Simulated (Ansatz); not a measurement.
```yaml
crystal:
  lattice:
    - [3.49477, 0.00000, 0.00000]
    - [1.74738, -3.02656, -4.19471]
    - [1.74738, 3.02656, -4.19471]
  atoms:
    - { symbol: Mg, position: [0.87675, 0.46315, 0.78335] }
    - { symbol: Mg, position: [0.37675, 0.96315, 0.28335] }
    - { symbol: Mg, position: [0.12675, 0.53335, 0.21315] }
    - { symbol: Mg, position: [0.62675, 0.03335, 0.71315] }
    - { symbol: O, position: [0.62234, 0.72454, 0.03078] }
    - { symbol: O, position: [0.12234, 0.22454, 0.53078] }
    - { symbol: O, position: [0.37234, 0.28078, 0.97454] }
    - { symbol: O, position: [0.87234, 0.78078, 0.47454] }
```

Space group Cmc2₁; a point of a scan over the structure, not its minimum; a structure from a database of computed crystals, not necessarily the ambient phase; not relaxed (largest force 1.5 eV/Å); PAW files of the earlier set (soft_1).

Computed with Ansatz 0.2.0, DFT PBEsol, scalar-relativistic, plane waves, PAW.

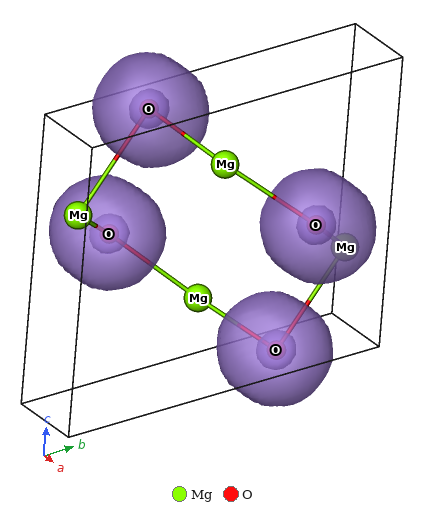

MgO. Isosurface of the ELF at 0.65 (purple), seen slightly off an axis. Core shells and regions of very low density are left out. Sticks mark near contacts.

Where are the electrons localised?

At this value the surface marks out four regions wrapped around O (the valence shell of each), counted in one cell of 8 atoms. Any copies at cell faces, edges or corners count once. Along the contacts the grid gives the following. Mg–O (1.90 Å): the ELF peaks at about 0.85 in the valence shell of O, 0.6 Å from its nucleus, and is about 0.35 at the midpoint (a largely ionic contact). Mg–O (2.06 Å): the ELF peaks at about 0.85 in the valence shell of O, 0.6 Å from its nucleus, and is about 0.35 at the midpoint; a closed-shell, largely ionic contact.
